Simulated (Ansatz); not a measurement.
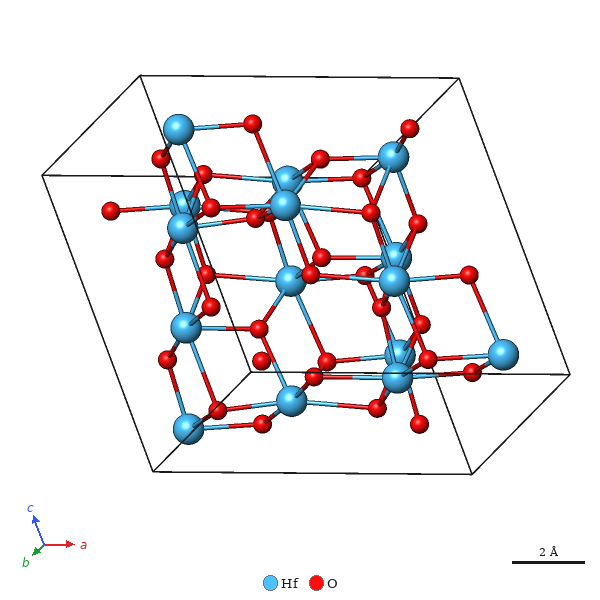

The crystal in a ball-and-stick representation, seen from a general direction. The supercell is drawn as a box. The host is HfO2, in a cell of 48 sites, and the cell is neutral.

### What imperfection does the supercell contain?

A hafnium vacancy. Around the empty site lie four O at about 2.2 Å.

Method used: DFT PBE, scalar-relativistic, plane waves, PAW in Ansatz 0.2.0. It ran with a cutoff energy of 420 eV, k-mesh 2×2×2, Gaussian smearing of 0.01 eV, collinear spins.

### Is a magnetic moment found?

Yes, 4.0 μB in the cell.

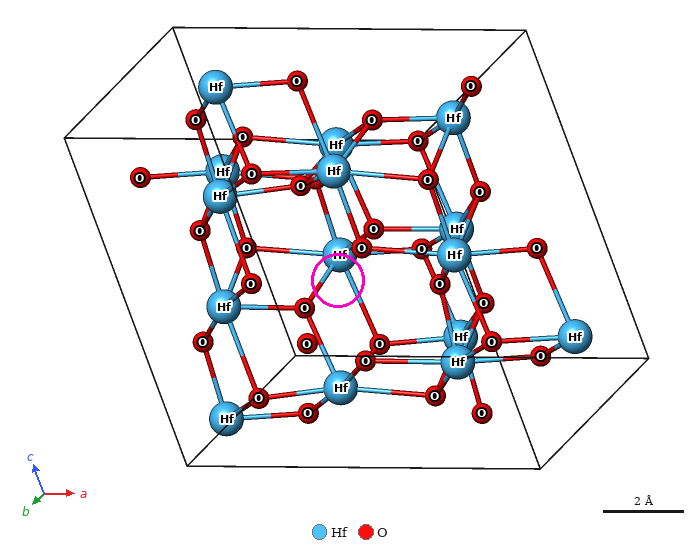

The same cell with a ring at the defect's site.

The atoms were relaxed in the host's cell with Ansatz, DFT PBE, scalar-relativistic, plane waves, PAW.
